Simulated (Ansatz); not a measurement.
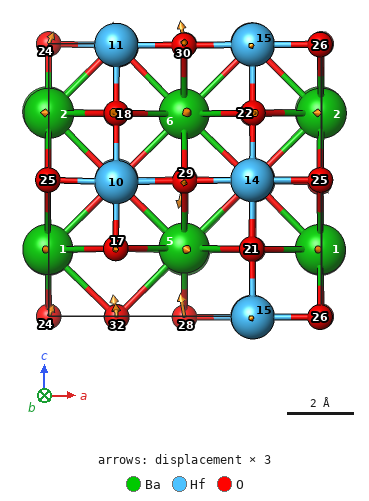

A relaxation of a defect cell of composition Ba₇Hf₈O₂₃. The starting structure is drawn; orange arrows show the displacements, magnified 3 times.

Style: ball-and-stick. Shown: the cell of the calculation (origin shifted), along the b axis.

These are results of DFT, PBEsol, PAW, plane waves in Ansatz 0.2.0, not measurements. Settings: plane-wave cutoff 420 eV; k-point mesh 1 × 1 × 1; mesh shifted by (0.25, 0.25, 0.25); no spin polarisation; atoms relaxed in a fixed cell; force threshold 0.03 eV/Å; at most 80 steps.

Atoms of which element are displaced furthest, and by how much?

Oxygen: up to 0.31 Å, against 0.18 Å for barium.

What did the optimiser do to the structure, and how much energy did it gain?

The energy falls by 3.135 eV per cell of the calculation in 5 geometry steps. The largest force component goes from 5 to 0.014 eV/Å. The largest move is that of an O atom, 0.31 Å roughly along [−1 0 −3]. Largest moves by element: O 0.31 Å, Ba 0.18 Å, Hf 0.14 Å. The lattice vectors keep their values. Some distances before and after: Ba–O 2.876 → 3.211 Å, Ba–O 2.944 → 3.213 Å, Ba–O 2.980 → 3.211 Å, Ba–O 2.999 → 3.214 Å. Among the angles between lasting bonds that change: O–Hf–O 177.9° → 159.8°, O–Hf–O 177.4° → 159.8°, Hf–O–Hf 178.6° → 161.3°. Cost: 18 s on 8 threads of Intel(R) Xeon(R) Platinum 8488C, peak memory 1.3 GiB.

Limits of the set-up: the periodic images lie only 8.3 Å apart, so the values are limited by the cell's size.
